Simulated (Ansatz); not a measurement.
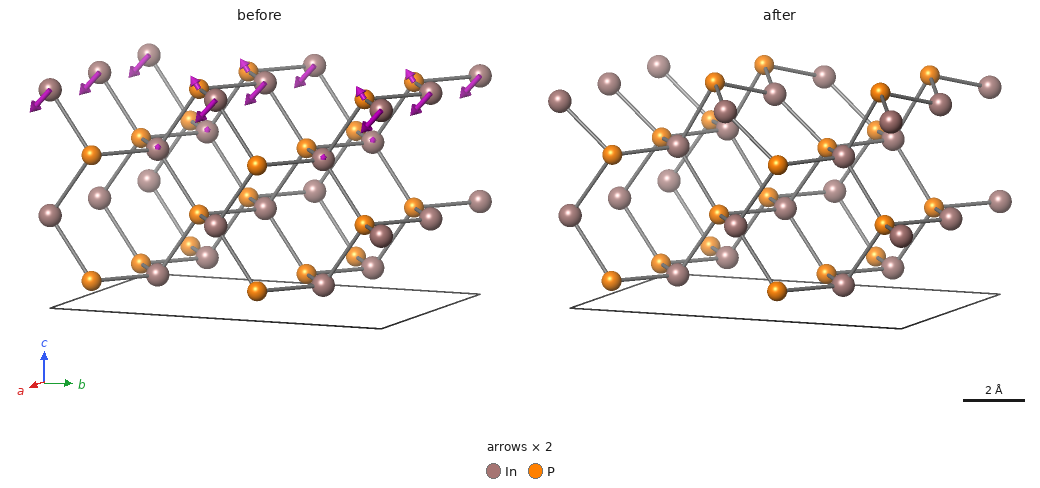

The structure of a slab of composition InP (cut from the F-43m phase) before (left) and after (right) a constrained relaxation, at one scale. The purple arrows give the displacements, magnified 2 times.

A ball-and-stick model of the cell of the calculation, outlined in the plane, without the vacuum (origin shifted), seen slightly off an axis.

Case: clean slab, lower planes held. The slab is the (1 1 0) face of InP. 16 atoms are held fixed.

All numbers below come from DFT PBE, scalar-relativistic, plane waves, PAW (Ansatz 0.2.0).

Input file:
```yaml
crystal:
  lattice:
    - [8.4288095775, 0.0, 0.0]
    - [0.0, 11.9201368192, 0.0]
    - [0.0, 0.0, 22.3216071831]
  atoms:
    - { symbol: In, position: [0.25, 0.75, 0.3583971322] }
    - { symbol: In, position: [0.25, 0.25, 0.3583971322] }
    - { symbol: In, position: [0.75, 0.75, 0.3583971322] }
    - { symbol: In, position: [0.75, 0.25, 0.3583971322] }
    - { symbol: P, position: [0.5, 0.125, 0.3583971322] }
    - { symbol: P, position: [0.5, 0.625, 0.3583971322] }
    - { symbol: P, position: [0.0, 0.125, 0.3583971322] }
    - { symbol: P, position: [0.0, 0.625, 0.3583971322] }
    - { symbol: In, position: [0.5, 0.5, 0.4527990441] }
    - { symbol: In, position: [0.5, 0.0, 0.4527990441] }
    - { symbol: In, position: [0.0, 0.5, 0.4527990441] }
    - { symbol: In, position: [0.0, 0.0, 0.4527990441] }
    - { symbol: P, position: [0.75, 0.875, 0.4527990441] }
    - { symbol: P, position: [0.75, 0.375, 0.4527990441] }
    - { symbol: P, position: [0.25, 0.875, 0.4527990441] }
    - { symbol: P, position: [0.25, 0.375, 0.4527990441] }
    - { symbol: In, position: [0.75, 0.25, 0.5472009559] }
    - { symbol: In, position: [0.75, 0.75, 0.5472009559] }
    - { symbol: In, position: [0.25, 0.25, 0.5472009559] }
    - { symbol: In, position: [0.25, 0.75, 0.5472009559] }
    - { symbol: P, position: [0.0, 0.625, 0.5472009559] }
    - { symbol: P, position: [0.0, 0.125, 0.5472009559] }
    - { symbol: P, position: [0.5, 0.625, 0.5472009559] }
    - { symbol: P, position: [0.5, 0.125, 0.5472009559] }
    - { symbol: In, position: [0.0, 0.0, 0.6416028678] }
    - { symbol: In, position: [0.0, 0.5, 0.6416028678] }
    - { symbol: In, position: [0.5, 0.0, 0.6416028678] }
    - { symbol: In, position: [0.5, 0.5, 0.6416028678] }
    - { symbol: P, position: [0.25, 0.375, 0.6416028678] }
    - { symbol: P, position: [0.25, 0.875, 0.6416028678] }
    - { symbol: P, position: [0.75, 0.375, 0.6416028678] }
    - { symbol: P, position: [0.75, 0.875, 0.6416028678] }
basis:
  ecutwfc: 420
kpoints:
  mp_grid: { grid: [2, 2, 1] }
hamiltonian:
  xc: pbe
scf:
  occupations: { method: gaussian, width: 0.05 }
output:
  forces: true
  eigenvalues: true
relax:
  adjacent_minimum: "off"
  f_tol: 0.03
  max_steps: 70
  constraints: [{ sites: [0, 1, 2, 3, 4, 5, 6, 7, 8, 9, 10, 11, 12, 13, 14, 15] }]
efield:
  axis: 3
  dipole_correction: true
  ramp_width: 0.04
```

Run as
```bash
ansatz run input.yaml --threads 4 --pin off --max-ram 10240MiB --backend cpu --events-out ev --progress --plain --runs-dir out
```

### Describe what moved and what it gained.

The largest moves, 0.55 Å, are those of In25, In26, In27 and In28. In25 goes at 43° to the normal (−c side). By element the largest moves are In 0.55 Å, P 0.26 Å. The cell stays as it was. Near-neighbour distances that change, for instance: P13–In18 2.581 → 2.655 Å, P21–In26 2.581 → 2.533 Å, In25–P30 2.581 → 2.537 Å, In10–P24 2.581 → 2.609 Å. Bond angles that change, for instance: In19–P29–In26 109.5° → 92.7°, In10–P24–In27 109.5° → 96.2°, P24–In27–P30 109.5° → 122.4°. The energy falls by 1.965 eV per cell of the calculation in 4 geometry steps. Largest force component: 1 eV/Å at the start, 0.0083 eV/Å at the end. Cost: 3.1 min on 4 threads of Arm Neoverse V1, with other jobs on the host, peak memory 7.2 GiB.
